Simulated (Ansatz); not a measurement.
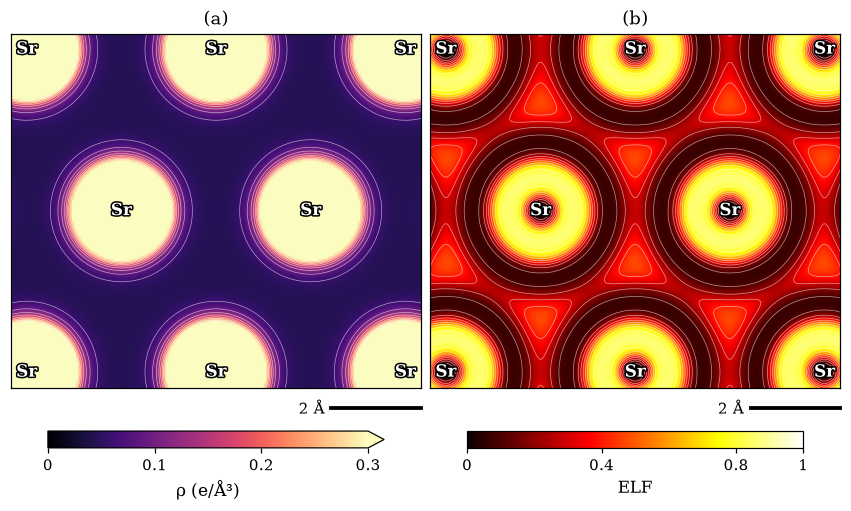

Figure. Sr. (a) valence electron density; (b) ELF on the (101̄) plane of the conventional cell.

Space group Immm; changed on purpose from its base cell (uniaxial strain along a, b, c and atoms relaxed: +1.0 %).

Theory: DFT PBEsol, scalar-relativistic, plane waves, PAW (Ansatz).

Input file:

```
crystal:
  lattice:
    - [2.9874985918, 2.9874985918, 0.0]
    - [-2.9505245993, 2.9505245993, 0.0]
    - [0.0, 0.0, 5.9010491986]
  atoms:
    - { symbol: Sr, position: [0.0, 0.0, 0.0] }
    - { symbol: Sr, position: [0.5, 0.5, 0.5] }
basis:
  ecutwfc: 420
kpoints:
  mp_grid: { grid: [12, 12, 10] }
hamiltonian:
  xc: pbesol
scf:
  occupations: { method: gaussian, width: 0.1 }
output:
  forces: true
  stress: true
  eigenvalues: true
  write_density: true
  write_potential: true
  elf: true
  volumetric_format: npy
relax:
  adjacent_minimum: "off"
  f_tol: 0.008
  max_steps: 40
  cell: { stress_tol: 0.015, fix: [a, angles] }
```

Command:

```sh
ansatz run input.yaml --threads 1 --pin off --max-ram 2560MiB --backend cpu --events-out ev --progress --plain --runs-dir out
```

Below, planes, directions and counts refer to the conventional cell (a = 4.21 Å, b = 4.22 Å, c = 5.85 Å, α = 90.00°, β = 90.00°, γ = 90.00°).

The fields are those of the run's last geometry, not of the input's.

Q: What does the map show?

A:
- The section cuts through Sr sites.
- Sr–Sr (4.18 Å): the density is about 0.04 e/Å³ at the midpoint; the ELF is about 0.25 at the midpoint; no shared electron pair shows on this line.
- Sr–Sr (4.22 Å): ρ is about 0.04 e/Å³ halfway; the ELF is about 0.30 at the midpoint: no localised pair shows between them.
- Between the atoms the lowest density in this plane is 0.04 e/Å³.
- The features right at Sr lie inside the PAW spheres, where the map follows smoothed inner orbitals and isn't to be read closely.

Q: Does the calculation give a band gap?

A: It is gapless in this calculation (a metal or semimetal).
